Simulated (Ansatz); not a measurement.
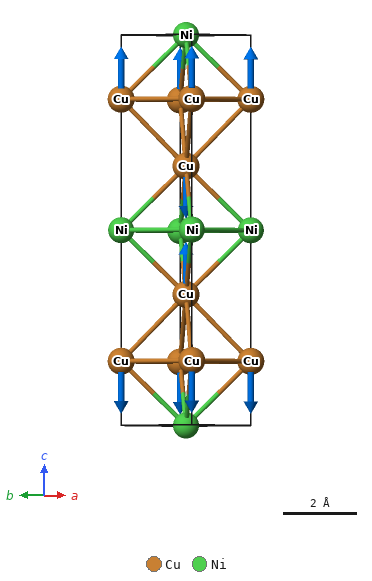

One vibrational mode of crystalline Cu$_{2}$Ni (a generated structure) at the zone centre. The blue arrows are the displacements of the atoms (eigenvector over the root of the mass), of arbitrary overall length and sign. A ball-and-stick model of the conventional cell (2 times the calculation's cell), seen from a free direction. Lengths and directions refer to the drawn axes.

Method: Ansatz, DFT PBE, scalar-relativistic, plane waves, PAW.

Input file:
```yaml
crystal:
  lattice:
    - [0.0, 1.794538084, 5.3823476688]
    - [1.7945432173, 0.0, 5.3823476688]
    - [1.7945432173, 1.794538084, 0.0]
  atoms:
    - { symbol: Cu, position: [0.1644672989, 0.1644672989, 0.8355327011] }
    - { symbol: Cu, position: [0.8355327011, 0.8355327011, 0.1644672989] }
    - { symbol: Ni, position: [0.5, 0.5, 0.5] }
basis:
  ecutwfc: 420
kpoints:
  mp_grid: { grid: [20, 20, 20] }
hamiltonian:
  xc: pbe
scf:
  occupations: { method: fermi_dirac, width: 0.15 }
output:
  eigenvalues: true
phonons:
  method: dfpt
  eigenvectors: true
```

Command:
```bash
ansatz run input.yaml --threads 4 --pin off --max-ram 8192MiB --backend cpu --events-out ev --progress --plain --runs-dir out
```

The frequencies depend somewhat on the k-mesh and the smearing.

Question: Give the symmetry, activity and frequency of this mode.

Answer: This is the A₁g mode at 27.6 meV, optical level 3 of 4, counted from below, Raman-active by symmetry. The Ni atoms stay at rest; all motion is along c; atoms of one kind move against one another, with no net shift of their sublattice.

Limits of the set-up: an element that often carries a moment was run without spin polarisation.
